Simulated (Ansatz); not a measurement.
Hf31O64 (cell with a defect)

Hf31O64 (cell with a defect), 95 atoms, a = 10.24 Å, b = 10.37 Å, c = 10.57 Å, α = 90.00°, β = 99.35°, γ = 90.00°.

Spin-polarised.

Theory: DFT PBE, scalar-relativistic, plane waves, PAW in Ansatz 0.2.0.

Core electrons are frozen (PAW), and the valence fields are smoothed inside the atomic spheres.

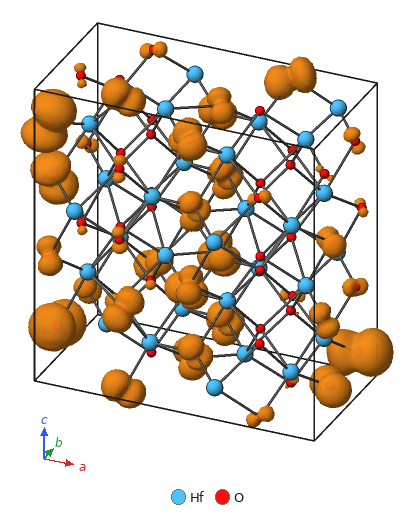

Figure 1. Isosurface of the magnetisation density (up minus down) at +0.02 e/Å³ (orange), seen slightly off an axis. Sticks mark near contacts.

Which atoms carry the moments, and with what signs?

Answer. The spin density sits on O: +0.6 μB (×3) in one cell of 95 atoms: parallel main moments (a ferromagnetic arrangement) in this solution. The cell of the calculation (95 atoms) carries 4.0 μB of net spin moment.

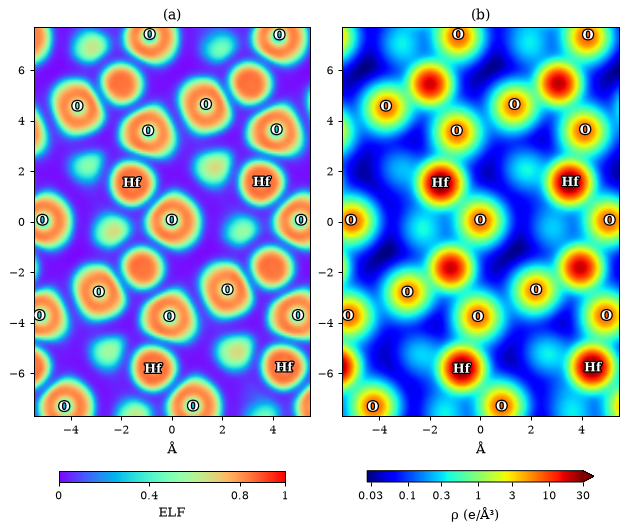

Figure 2. (a) electron localisation function; (b) valence electron density on the (011̄) plane of the calculation cell.

Interpret the plot.

Answer. The section cuts through O and Hf sites.
Atoms just off the plane (Hf, 0.3 Å away and O, 0.9 Å away) can leave unmarked features too.
Hf–O (2.11 Å): ρ at the midpoint is about 0.72 e/Å³; the ELF peaks at about 0.85 in the valence shell of O, 0.6 Å from its nucleus, and drops to about 0.20 between the two atoms; no shared electron pair shows on this line.
Hf–O (2.13 Å): ρ is about 0.67 e/Å³ halfway; the ELF peaks at about 0.85 in the valence shell of O, 0.6 Å from its nucleus, and drops to about 0.20 between the two atoms (no shared electron pair shows on this line).
Hf–O (2.18 Å): the density is about 0.59 e/Å³ at the midpoint; the ELF peaks at about 0.85 in the valence shell of O, 0.6 Å from its nucleus, and drops to about 0.15 between the two atoms; no shared electron pair shows on this line.
Between the atoms the lowest density in this plane is 0.03 e/Å³.
The features right at Hf lie inside the PAW spheres, where the map follows smoothed inner orbitals and isn't to be read closely.

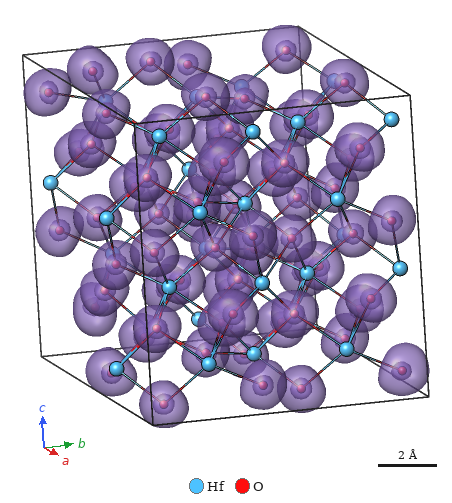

Figure 3. Isosurface of the electron localisation function at 0.7 (purple), seen slightly off an axis. Core shells and regions of very low density are left out. Sticks mark near contacts.

Where are the electrons localised?

Answer. At this value the surface marks out 64 regions wrapped around O (the valence shell of each), counted in one cell of 95 atoms. Regions shared between cells count once. Along the contacts the grid gives the following. Hf–O (2.02 Å): the ELF peaks at about 0.85 in the valence shell of O, 0.6 Å from its nucleus, and drops to about 0.20 between the two atoms: no localised pair shows between them. Hf–O (2.07 Å): the ELF peaks at about 0.85 in the valence shell of O, 0.6 Å from its nucleus, and drops to about 0.20 between the two atoms; no localised pair shows between them.
